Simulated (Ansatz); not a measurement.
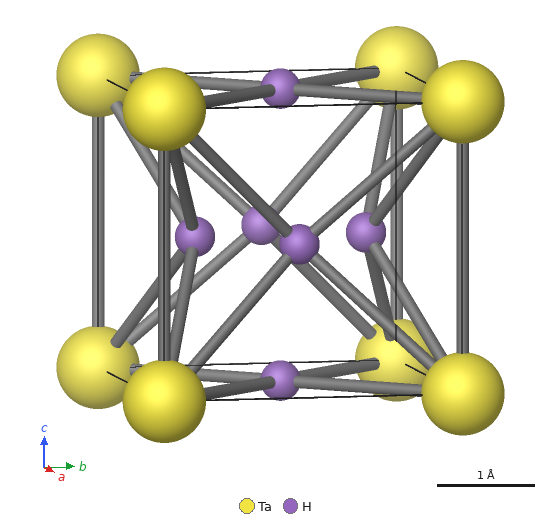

View slightly off an axis, drawn as a ball-and-stick model. Atoms at the boundary of the conventional unit cell (the box) are drawn once for each face, edge or corner they touch. Cell: a = 3.17 Å, b = 3.17 Å, c = 3.05 Å, α = 90.00°, β = 90.00°, γ = 90.00°.

The model was built from a random cell made by a generator, so it need not be a real form of the compound. Earlier steps of the study may have refined or changed the cell and positions. It was run through Ansatz as a DFT input.

### What can be read from this drawing?

Chemical formula TaH5. The structure has P4/mmm (No. 123) symmetry and a primitive tetragonal lattice. Cell content: 1 Ta, 5 H, that is 1 formula unit. Counting atoms within bonding range gives coordination numbers of Ta 22 and H 4. Not all metal-metal contacts are counted.

Method used: Ansatz, DFT PBE, scalar-relativistic, plane waves, PAW. It ran with plane waves up to 420 eV, the zone sampled with 12×12×12 points, Gaussian smearing of 0.1 eV, no spin polarisation.

### What is the band gap, if any?

A metal: bands cross the Fermi level.

### What does a Bader analysis give?

Ta +1.23 e; H -0.35 to -0.22 e.

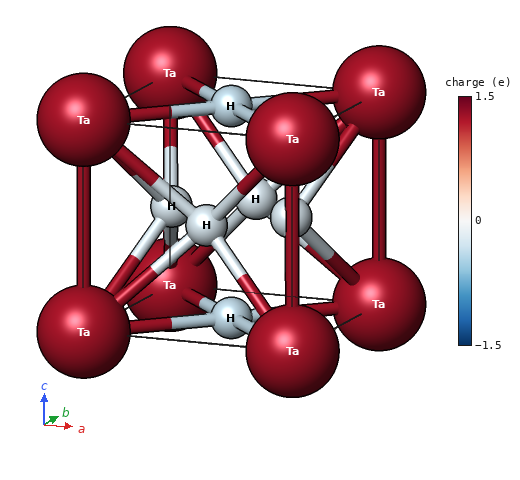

The atoms coloured by those charges. The run's cell of 6 atoms is drawn.

### Is the structure relaxed at this level of theory?

Yes. All forces vanish to within 0.01 eV/Å. The pressure is 0.0 GPa, close to zero.
